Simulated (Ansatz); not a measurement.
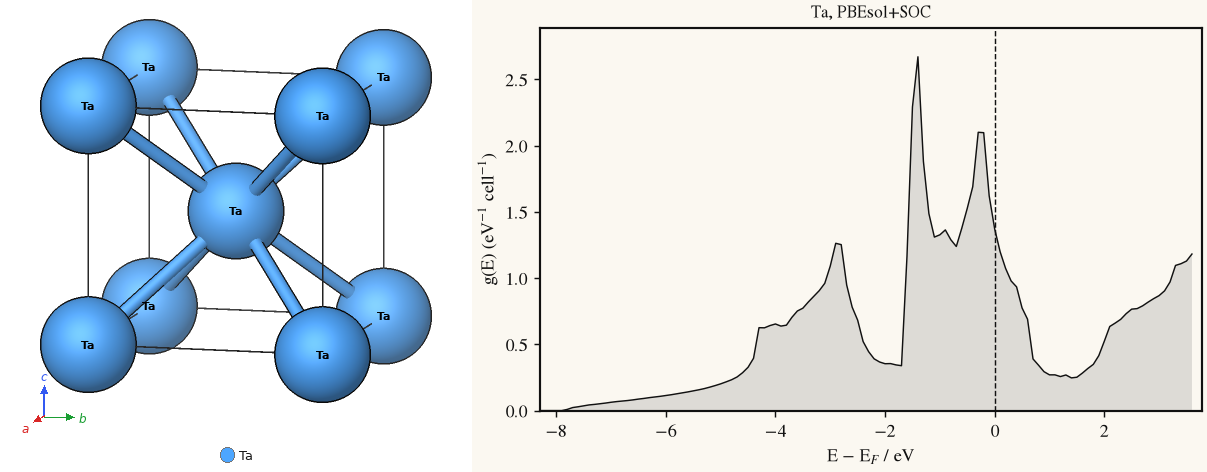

Density of states, beside the structure. Energies are counted from the Fermi level.

System: bcc Ta, space group Im-3m (No. 229), 1 atom in the primitive cell.

```xyz
1
Lattice="-1.6513 1.6513 1.6513 1.6513 -1.6513 1.6513 1.6513 1.6513 -1.6513" Properties=species:S:1:pos:R:3 pbc="T T T"
Ta    0.0000    0.0000    0.0000
```

Ansatz 0.2.0; PBEsol, Ansatz PAW, spin-orbit coupling, no magnetisation, 11×11×11 k mesh in the self-consistent step, 420 eV cutoff, Gaussian smearing of 0.025 eV.

### What is the density of states at the Fermi level?

It is a metal. The density of states is about 1.4 per eV and cell at the Fermi level (mean within 0.1 eV) and changes fast nearby: within 0.3 eV it runs from 0.98 to 2.1 per eV and cell.

The density of states comes from the program's own step for it, whose mesh and broadening can differ from those of the self-consistent step. The PAW data sets were made with another functional. The cell is at −5 GPa in this functional.
